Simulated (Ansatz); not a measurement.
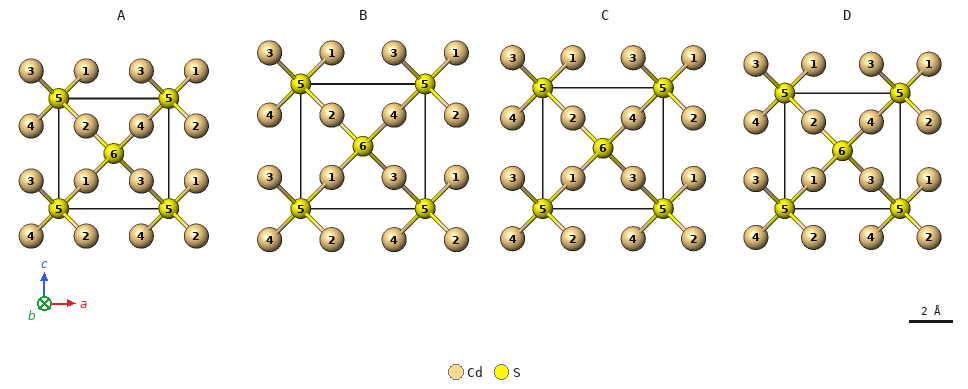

4 geometries from one relaxation of a crystal of Cd₂S (a generated structure, set up in Pn-3m) (coarse preliminary run), in shuffled order. Style: ball-and-stick. Shown: the cell of the calculation, along the b axis.

The calculation used Ansatz, DFT PBE, scalar-relativistic, plane waves, PAW. (plane-wave cutoff 420 eV; k-point mesh 4 × 4 × 4; occupations gaussian; smearing width 0.1 eV; no spin polarisation; cell and atoms relaxed; force threshold 0.04 eV/Å; at most 70 steps)

### Order the frames from highest to lowest energy.

A, D, C, B. They are steps 0, 1, 2, 7, at +2.902 eV per cell of the calculation, +0.971 eV per cell of the calculation, +0.179 eV per cell of the calculation relative to the last. The atoms keep their places relative to the cell (all moves are under 0.005 Å). Cell: a = b = c 5.215 → 5.899 Å (+13.1 %). Volume +44.7 %. Some distances before and after: Cd1–S5 2.258 → 2.554 Å. The space group stays Pn-3m (No. 224). Over 5 accepted moves (7 points after the start) the energy falls by 2.902 eV per cell of the calculation. All forces vanish by symmetry, so only the cell relaxes. The pressure goes from 20.41 to 0.23 GPa. At 2 points the geometry stayed and the basis and grid were re-selected for the new cell (energy shift of 61.0 meV per cell of the calculation at most each time).
